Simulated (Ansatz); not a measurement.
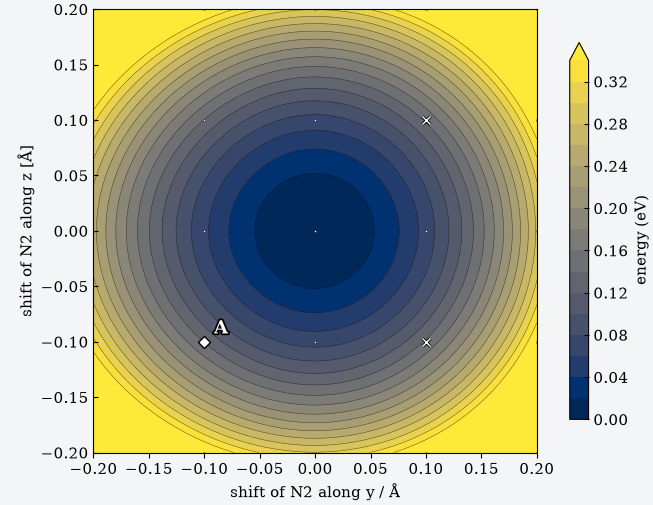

TaN (P-6m2, No. 187; 2 atoms in the cell). Atom N2 is moved over a plane while all other atoms and the cell stay fixed (its periodic images move with it) (x along [1 0 0], y along [1 2 0], z along [0 0 1] of the conventional cell). Coordinates scanned: (1) shift of N2 along y; (2) shift of N2 along z. The grid has 5 × 5 points; 14 points were computed and 9 follow by symmetry. At 2 points there is no value. Energies: eV per cell, counted from the lowest grid point. The reference cell is the one listed in the database, not relaxed at this level. Computed with Ansatz, DFT r2SCAN, scalar-relativistic, plane waves, PAW. Settings: cutoff 500 eV, k-mesh 18×18×16 in the order of the run's cell vectors, gaussian smearing 0.15 eV, no spin polarisation.

Drawn: filled contours, crosses at grid points without a value, dots at the grid points, one colour for all values above the top of the scale, the point A. Between grid points the surface is interpolated.

Which way does the force act at A, and how strong is it?

Answer. A, at shift of N2 along y = −0.1 Å, shift of N2 along z = −0.1 Å, is not a stationary point. The computed force is 2 eV/Å in the plane, pointing up and right in the picture (components 1.3 and 1.5 eV/Å).
